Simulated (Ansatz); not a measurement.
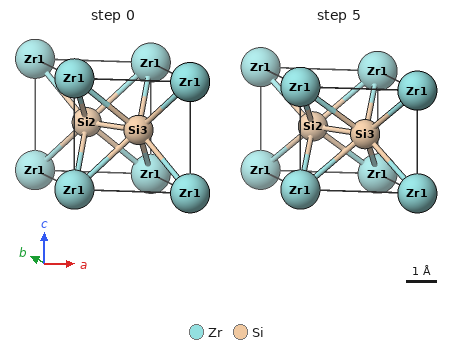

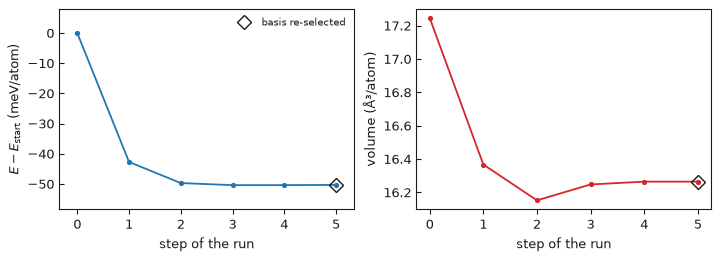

First and last geometry of a relaxation of crystalline ZrSi2 (a generated structure, set up in P6/mmm), with the history of the run. A ball-and-stick model of the cell of the calculation, seen slightly off an axis.

Case: Y → Zr on all its sites, cell and atoms relaxed.

Computed with DFT PBEsol, scalar-relativistic, plane waves, PAW in Ansatz.

The input:
```yaml
crystal:
  lattice:
    - [3.9620807385, 0.0, 0.0]
    - [-1.9810403692, 3.4312625714, 0.0]
    - [0.0, 0.0, 3.8059229089]
  atoms:
    - { symbol: Zr, position: [0.0, 0.0, 0.0] }
    - { symbol: Si, position: [0.3333333333, 0.6666666667, 0.5] }
    - { symbol: Si, position: [0.6666666667, 0.3333333333, 0.5] }
basis:
  ecutwfc: 420
kpoints:
  mp_grid: { grid: [12, 12, 12] }
hamiltonian:
  xc: pbesol
scf:
  occupations: { method: gaussian, width: 0.1 }
output:
  forces: true
  stress: true
  eigenvalues: true
relax:
  adjacent_minimum: "off"
  f_tol: 0.01
  max_steps: 60
  cell: { stress_tol: 0.1 }
```

Launched with:
```bash
ansatz run input.yaml --threads 1 --pin off --max-ram 2560MiB --backend cpu --events-out ev --progress --plain --runs-dir out
```

> Did the run converge, and what did it change?

It converged. After 4 accepted moves (5 points after the start) the energy has fallen by 50.3 meV per atom. All forces vanish by symmetry, so only the cell relaxes. The pressure goes from −5.26 to −0.01 GPa. The SCF was repeated once at an unchanged geometry on a basis and grid sized afresh for the cell, which shifted the energy by 0.1 meV per atom at most. The atoms keep their places relative to the cell (all moves are under 0.005 Å). The volume changes by −5.7 %, with a = b 3.962 → 4.004 Å (+1.1 %), c 3.806 → 3.514 Å (−7.7 %). Near-neighbour distances that change, for instance: Zr1–Si2 2.976 → 2.904 Å, Si2–Si3 2.288 → 2.312 Å. The space group stays P6/mmm (No. 191).
